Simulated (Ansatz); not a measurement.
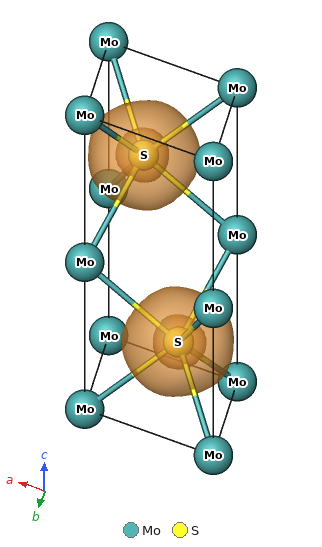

Figure 1: MoS. Isosurface of the ELF at 0.65 (orange), seen at an oblique angle. Core shells and regions of very low density are left out. Sticks mark near contacts.

Space group P6₃/mmc; started from the nickel arsenide prototype, which need not be the ambient phase; computed pressure about 41 GPa in this cell; Hubbard U of 7 eV on Mo d only; the program warned that a lower state may break the symmetry; spin-polarised.

The calculation used Ansatz, DFT PBEsol+U, scalar-relativistic, plane waves, PAW.

Input

```
crystal:
  lattice:
    - [3.190387841, 0.0, 0.0]
    - [-1.5951939205, 2.7629569182, 0.0]
    - [0.0, 0.0, 6.4037196669]
  atoms:
    - { symbol: Mo, position: [0.0, 0.0, 0.0], spin: 3.5 }
    - { symbol: Mo, position: [0.0, 0.0, 0.5], spin: 3.5 }
    - { symbol: S, position: [0.3333333333, 0.6666666667, 0.25] }
    - { symbol: S, position: [0.6666666667, 0.3333333333, 0.75] }
basis:
  ecutwfc: 420
kpoints:
  mp_grid: { grid: [18, 18, 8] }
hamiltonian:
  xc: pbesol
  hubbard: { sites: [{ species: Mo, l: d, u_eff: 7.0 }] }
scf:
  occupations: { method: gaussian, width: 0.05 }
output:
  forces: true
  stress: true
  eigenvalues: true
  populations: true
  write_density: true
  write_potential: true
  elf: true
  volumetric_format: npy
magnetization:
  spin_polarized: true
```

Command:

```sh
ansatz run input.yaml --threads 1 --pin off --max-ram 2560MiB --backend cpu --events-out ev --progress --plain --runs-dir out
```

Below, planes, directions and counts refer to the conventional cell (a = 3.19 Å, b = 3.19 Å, c = 6.40 Å, α = 90.00°, β = 90.00°, γ = 120.00°).

> Where are the electrons localised?

The ELF exceeds this value in two regions wrapped around S (the valence shell of each), counted in one cell of 4 atoms. Any copies at cell faces, edges or corners count once. Profiles from the grid: Mo–S (2.44 Å): the ELF peaks at about 0.85 in the valence shell of S, 0.8 Å from its nucleus, and is about 0.30 at the midpoint.

> Does the calculation make it a metal, or give it a gap?

It is gapless in this calculation (a metal or semimetal); semilocal functionals without U, or without the true magnetic order, often close the gap of such compounds.
